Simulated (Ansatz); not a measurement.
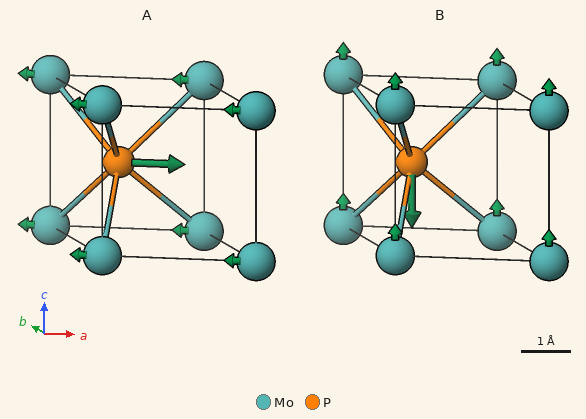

Modes of crystalline MoP relaxed at −3 GPa, space group P-6m2 (No. 187), at the zone centre (one member of each degenerate set). The green arrows give the relative displacements of the atoms. A ball-and-stick model of the cell of the calculation, seen slightly off an axis.

Level of theory: DFT LDA, scalar-relativistic, plane waves, PAW (Ansatz).

The frequencies depend somewhat on the k-mesh and the smearing.

> Give the symmetry species and the selection rules of each.

A is E′, infrared- and Raman-active by symmetry (408 cm⁻¹). B is A₂″, infrared-active by symmetry (400 cm⁻¹). In a metal the free carriers screen the infrared response.
